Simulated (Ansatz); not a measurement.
WSe₂: geometry relaxation (part 2 of 2)

The same run, continued: WSe₂ (slab, 3 atoms in the cell); DFT PBE+D3(BJ), scalar-relativistic, plane waves, PAW, no spin polarisation (Ansatz 0.2.0); cutoff 420 eV, 12×12×1 k-mesh, Gaussian smearing of 0.02 eV. The structure derives from an entry of the Crystallography Open Database. It belongs to a series of runs on one base structure; here: biaxial strain -0.040, atoms relaxed.

Geometry of the input (Å; fractional positions):
```
3.1541  0.0000  0.0000
-1.5771  2.7315  0.0000
0.0000  0.0000  32.7375
Se 0.3333  0.6667  0.4485
W  0.6667  0.3333  0.5000
Se 0.3333  0.6667  0.5515
```

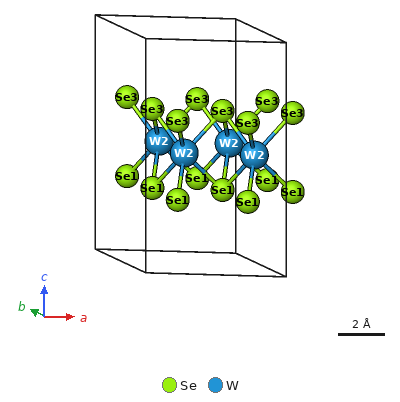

**Figure 1.** The geometry at step 2 of the log (ball-and-stick view of the 2 × 2 repeat of the cell, with the vacuum cut short, seen slightly off an axis; bonded neighbours outside the cell are drawn too; atoms are numbered from 1 in the order of the input).

What the program printed, continued:
```
SCF iter   1: F=—  HF=-21325.512982 eV  |F-HF|=—  |Δ(HF+E_count)|=         —  Δρ=1.85e-3  dr2=1.79e-2  ethr=4.73e-4  ⟨swp⟩=4.3  Hψ=1294  notcnv=0  defer=19
preconditioner: auto → Resta (q_TF=auto, 2.017 Å⁻¹)  ε∞=2.1  [insulator: Δε(μ)=1.442 eV  Ē_g=9.086 eV  σ=0.020 eV  W_gap=1.00  n_scr=20 (ndim 8)  ℏωp=9.4 eV  f_vac=0.778  D(μ)=0.00/eV (n_scr^D=0)  ε∞_Penn≈2.1  vacuum switching on, ρ_ref=6.0e-3 e/Å³]
SCF iter   2: F=—  HF=-21325.511280 eV  |F-HF|=—  |Δ(HF+E_count)|=   1.70e-3  Δρ=1.38e-3  dr2=1.87e-2  ethr=3.89e-5  ⟨swp⟩=4.2  Hψ=1167  notcnv=0  defer=19
SCF iter   3: F=—  HF=-21325.508969 eV  |F-HF|=—  |Δ(HF+E_count)|=   2.31e-3  Δρ=5.72e-4  dr2=1.59e-3  ethr=3.89e-5  ⟨swp⟩=3.0  Hψ=908  notcnv=0  defer=19
SCF iter   4: F=—  HF=-21325.508721 eV  |F-HF|=—  |Δ(HF+E_count)|=   2.48e-4  Δρ=1.32e-4  dr2=4.76e-5  ethr=3.46e-6  ⟨swp⟩=3.9  Hψ=916  notcnv=0  defer=19
SCF iter   5: F=-21325.508707 eV  HF=-21325.508709 eV  |F-HF|=1.70e-6  |Δ(HF+E_count)|=   1.27e-5  Δρ=3.90e-5  dr2=5.19e-6  ethr=8.06e-8  ⟨swp⟩=32.6  Hψ=8216  notcnv=0
SCF 3 converged in 5 iterations: F = -21325.508707 eV  dr2 = 5.19e-6
relax step   3: F+E_penalty+E_count = -21325.50870706 eV  Δ(F+E_penalty+E_count) = -3.626e-2 eV  max|allowed force component| = 5.130e-2 eV/Å  Δτ_max = 0.0491 Å  (5 SCF iters, dr2 threshold 3.71e-5 eV, accepted)
SCF iter   1: F=—  HF=-21325.508941 eV  |F-HF|=—  |Δ(HF+E_count)|=         —  Δρ=8.97e-5  dr2=4.10e-5  ethr=1.27e-6  ⟨swp⟩=2.3  Hψ=1063  notcnv=0  defer=19
preconditioner: auto → Resta (q_TF=auto, 2.017 Å⁻¹)  ε∞=2.1  [insulator: Δε(μ)=1.423 eV  Ē_g=9.092 eV  σ=0.020 eV  W_gap=1.00  n_scr=20 (ndim 8)  ℏωp=9.4 eV  f_vac=0.778  D(μ)=0.00/eV (n_scr^D=0)  ε∞_Penn≈2.1  vacuum switching on, ρ_ref=6.0e-3 e/Å³]
SCF iter   2: F=—  HF=-21325.508866 eV  |F-HF|=—  |Δ(HF+E_count)|=   7.55e-5  Δρ=6.63e-5  dr2=4.69e-5  ethr=8.91e-8  ⟨swp⟩=3.8  Hψ=1000  notcnv=0  defer=19
SCF iter   3: F=—  HF=-21325.508860 eV  |F-HF|=—  |Δ(HF+E_count)|=   5.90e-6  Δρ=2.45e-5  dr2=3.07e-6  ethr=8.91e-8  ⟨swp⟩=2.9  Hψ=804  notcnv=0  defer=19
SCF iter   4: F=-21325.508859 eV  HF=-21325.508859 eV  |F-HF|=1.62e-8  |Δ(HF+E_count)|=   5.88e-7  Δρ=5.40e-6  dr2=4.85e-8  ethr=3.58e-10  ⟨swp⟩=23.2  Hψ=6256  notcnv=0
SCF 4 converged in 4 iterations: F = -21325.508859 eV  dr2 = 4.85e-8
relax step   4: F+E_penalty+E_count = -21325.50885915 eV  Δ(F+E_penalty+E_count) = -1.521e-4 eV  max|allowed force component| = 1.766e-3 eV/Å  Δτ_max = 0.0028 Å  (4 SCF iters, dr2 threshold 1.64e-7 eV, accepted)
iter 1 solved again at ethr=1.04e-10 eV; its pass at ethr=3.10e-3 eV (dr2=4.76e-8 eV) is discarded
SCF iter   1: F=—  HF=-21325.508825 eV  |F-HF|=—  |Δ(HF+E_count)|=         —  Δρ=5.36e-6  dr2=4.78e-8  ethr=1.04e-10  ⟨swp⟩=1.0  Hψ=1520  notcnv=0
preconditioner: auto → Resta (q_TF=auto, 2.017 Å⁻¹)  ε∞=2.1  [insulator: Δε(μ)=1.423 eV  Ē_g=9.091 eV  σ=0.020 eV  W_gap=1.00  n_scr=20 (ndim 8)  ℏωp=9.4 eV  f_vac=0.778  D(μ)=0.00/eV (n_scr^D=0)  ε∞_Penn≈2.1  vacuum switching on, ρ_ref=6.0e-3 e/Å³]
SCF iter   2: F=-21325.508859 eV  HF=-21325.508859 eV  |F-HF|=1.28e-8  |Δ(HF+E_count)|=   3.45e-5  Δρ=2.72e-6  dr2=1.20e-8  ethr=1.04e-10  ⟨swp⟩=16.1  Hψ=4655  notcnv=0
SCF 5 converged in 2 iterations: F = -21325.508859 eV  dr2 = 1.20e-8
relax step   5: F+E_penalty+E_count = -21325.50885916 eV  Δ(F+E_penalty+E_count) = -7.185e-9 eV  max|allowed force component| = 1.744e-3 eV/Å  Δτ_max = 0.0000 Å  (2 SCF iters, accepted)
NSCF: frozen V_eff on 25 k-points
WARN: The input density's exchange-correlation potential varies sharply where the density is thin. Do not read a vacuum level from v_tot or v_xc, or from such a field of the output density. On a cell that repeats whose density bears no net charge and no dipole along the vacuum's axis use v_es (v_loc + v_h of the components); under efield.dipole_correction with no amplitude use v_es + v_field, which holds any external_charges[].barrier, or the levels of the report's work_function block, which leave it out; under a non-zero efield.amplitude the vacuum is tilted and has no level; on a cell that repeats and bears such a dipole with no correction it is tilted too, and efield.dipole_correction with no amplitude gives each side of its ramp a level where efield: is served; in a cell that repeats whose density bears a net charge (total_charge, or a fill off its count) it is curved and has none; of a slab under crystal.periodic whose density bears no net charge use v_es, which has a level on each side, short of where the two are joined; of another it falls or rises all the way out and has none; of a slab beside external_charges read slab_vacuum_level instead, which it has where they leave it neutral. The grid or the basis barely resolves most such structure, and the values can differ between equally converged runs; as a rule a tighter scf.convergence.dr2_threshold does not remove it. Where the density itself ripples (under the LDA too) a higher basis.ecutwfc lessens it. The files hold the spikes' plane waves up to the density's cutoff. Files: v_tot and the like, and their columns of v_z.tsv (output.write_potential); v_xc and the like, and their columns of v_comp_z.tsv (output.write_potential_components); where files of the output density stand in their place, no point of their own thin density is over the threshold below, and this is of outcome.potential() and, of a run that writes arrays (npy), the arrays of these names. Measured: with its Gaussian average of σ = 0.25 Å subtracted twice, the exchange-correlation potential is over 0.1 eV at 4 of the grid points where the equally averaged density (valence and model cores) is under 1e-3 e/Å³, and 0.101 eV at the most among them, at an averaged density of 1.1e-8 e/Å³. See output.write_potential in the manual, Limitations
SCF converged after 2 iterations
Free energy (F): -21325.508859 eV
Harris-Foulkes:  -21325.508859 eV  (|F-HF|=1.28e-8)
Internal energy: -21325.508859 eV  (E = F + TS)
E sigma→0 (E₀):  -21325.508859 eV
Fermi energy:    -4.210404 eV
--- Per-component energies (eV) ---
  E_band       = -1650.187832
  E_kinetic    = 693.277169
  E_local      = -147937.485636  (includes V_loc(G=0)·N_el)
  E_nonlocal   = -1190.034074
  E_hartree    = 73455.196956
  E_xc         = -477.955017
  E_vxc        = -438.644079  (∫ρ·V_xc dr)
  E_paw        = -12385.484940  (= ΣΔE_a)
  E_vpaw       = 312.295966  (= ΣTr[D̂ρ^β])
  E_aug_tail   = -0.001243  (compensation charges beyond the density's cutoff)
  E_ewald      = 66518.065892
  E_disp       = -1.087967  (pairwise vdW)
  E_smearing   = -0.000000  (= −TS)
  E_closure    = 0.000000  (closes the sum)
  Σ components = -21325.508859   (vs F -21325.508859, Δ=0.00e0)
--- Forces (eV/Å), atoms counted from 1 ---
  atom   1  Se     0.00000000     0.00000000    -0.00174353
  atom   2  W     -0.00000000     0.00000000     0.00000000
  atom   3  Se     0.00000000     0.00000000     0.00174353
  max |Σ_I F_I| component: 1.85e-17 eV/Å
--- 2D stress c σ (N/m, compression-positive) ---
        7.096113       0.000000       0.000000
        0.000000       7.096113       0.000000
        0.000000       0.000000       0.000000
  P = ½ c Tr σ = 7.0961 N/m
--- Band table (eV; the first three rows and the last of 19) ---
  k-point 0: bands = ["-78.7131", "-52.4752", "-52.4752", "-52.4747", "-52.4747", "-52.4464", "-52.4464", "-52.4454", "-52.4454", "-52.4363", "-52.4350", "-43.0973", "-42.8105", "-42.8105", "-20.1259", "-18.9424", "-11.5777", "-7.6838", "-6.8908", "-6.8908", "-5.8675", "-5.6419", "-5.6419", "-1.5053 (-1.5053°)", "-1.5053 (-1.5053°)", "-1.4531", "-1.4531", "-0.6360"]
  k-point 1: bands = ["-78.7118", "-52.4752", "-52.4748", "-52.4747", "-52.4743", "-52.4465", "-52.4464", "-52.4457", "-52.4455", "-52.4361", "-52.4347", "-43.0923", "-42.8351", "-42.8162", "-20.0034", "-18.8729", "-11.4182", "-7.8192", "-7.2412", "-6.7674", "-5.8507", "-5.8446", "-5.7640", "-2.0563", "-1.8075 (-1.8075°)", "-1.6141 (-1.6141°)", "-1.3238", "-0.3819"]
  k-point 2: bands = ["-78.7084", "-52.4751", "-52.4750", "-52.4734", "-52.4729", "-52.4469", "-52.4466", "-52.4465", "-52.4456", "-52.4355", "-52.4340", "-43.0788", "-42.9019", "-42.8316", "-19.6500", "-18.6724", "-10.9755", "-8.1991", "-8.0935", "-6.4295", "-6.3321", "-6.2202", "-5.8725", "-2.9063", "-2.0893", "-1.9628", "-0.9447", "0.0437"]
  k-point 18: bands = ["-78.6918", "-52.4723", "-52.4707", "-52.4706", "-52.4704", "-52.4492", "-52.4487", "-52.4475", "-52.4470", "-52.4326", "-52.4307", "-43.0759", "-43.0441", "-43.0136", "-17.3449", "-17.2627", "-10.6349", "-10.4699", "-9.5522", "-8.6479", "-8.5583", "-7.6114", "-4.9218", "-2.6438", "-2.4663", "-1.2254", "0.5992", "0.7291"]
  ° read free of the cell's end (the report's vacuum.weakly_bound_levels)
--- Relaxed structure (5 steps of the walk, 5 accepted, 0 SCFs on fresh bases) ---
  F+E_penalty+E_count = -21325.50885916 eV   max|allowed force component| = 1.744e-3 eV/Å
  cell:  # Å, volume = 282.0505 Å³
    - [3.154100030290146, -2.886750589722966e-11, 0.0]
    - [-1.577050015120073, 2.7315307523229673, 0.0]
    - [0.0, 0.0, 32.7374894635]
  atoms:
    - { symbol: Se, position: [0.33333333333333326, 0.6666666666666665, 0.4469746889615499] }
    - { symbol: W, position: [0.6666666666666666, 0.33333333333333326, 0.4999999999999999] }
    - { symbol: Se, position: [0.33333333333333326, 0.6666666666666665, 0.5530253110384498] }
```

Trajectory as extended XYZ (Å, eV, eV/Å), 5 frames, from step=1 to step=5:
```
3
Lattice="3.1541 0.0000 0.0000 -1.5771 2.7315 0.0000 0.0000 0.0000 32.7375" Properties=species:S:1:pos:R:3:forces:R:3 step=1 energy=-21325.45978
Se    0.0000    1.8210   14.6841    0.0000   0.0000  -0.9783
W     1.5771    0.9105   16.3687    0.0000   0.0000   0.0000
Se    0.0000    1.8210   18.0534    0.0000   0.0000   0.9783
3
Lattice="3.1541 0.0000 0.0000 -1.5771 2.7315 0.0000 0.0000 0.0000 32.7375" Properties=species:S:1:pos:R:3:forces:R:3 step=2 energy=-21325.47245
Se    0.0000    1.8210   14.5865    0.0000   0.0000   0.7704
W     1.5771    0.9105   16.3687    0.0000   0.0000   0.0000
Se    0.0000    1.8210   18.1509    0.0000   0.0000  -0.7704
3
Lattice="3.1541 0.0000 0.0000 -1.5771 2.7315 0.0000 0.0000 0.0000 32.7375" Properties=species:S:1:pos:R:3:forces:R:3 step=3 energy=-21325.50871
Se    0.0000    1.8210   14.6356    0.0000   0.0000  -0.0513
W     1.5771    0.9105   16.3687    0.0000   0.0000   0.0000
Se    0.0000    1.8210   18.1019    0.0000   0.0000   0.0513
3
Lattice="3.1541 0.0000 0.0000 -1.5771 2.7315 0.0000 0.0000 0.0000 32.7375" Properties=species:S:1:pos:R:3:forces:R:3 step=4 energy=-21325.50886
Se    0.0000    1.8210   14.6328    0.0000   0.0000  -0.0018
W     1.5771    0.9105   16.3687    0.0000   0.0000   0.0000
Se    0.0000    1.8210   18.1047    0.0000   0.0000   0.0018
3
Lattice="3.1541 0.0000 0.0000 -1.5771 2.7315 0.0000 0.0000 0.0000 32.7375" Properties=species:S:1:pos:R:3:forces:R:3 step=5 energy=-21325.50886
Se    0.0000    1.8210   14.6328    0.0000   0.0000  -0.0017
W     1.5771    0.9105   16.3687    0.0000   0.0000   0.0000
Se    0.0000    1.8210   18.1047    0.0000   0.0000   0.0017
```

Key numbers:

```tsv
quantity	value
outcome	converged
electrons treated	46
free energy	−21325.5089 eV
work function, top face	4.21 eV
work function, bottom face	4.21 eV
Fermi energy	−4.210 eV
gap on the k-point mesh	1.42 eV
gap on the band path	1.42 eV
final volume	282.05 Å³
work function (upper face)	4.21 eV
largest force (length of the vector) at the end	0.002 eV/Å
hardware	2 threads of Intel Xeon (Granite Rapids), 32 GiB of memory available, shared host
wall time	24 s (CPU time 46 s)
peak memory	0.59 GiB
```

The program warns: the SCF threshold is looser than advised for the printed stress; the exchange-correlation potential is rough where the density is thin. Spin–orbit coupling is left out, which matters for W.
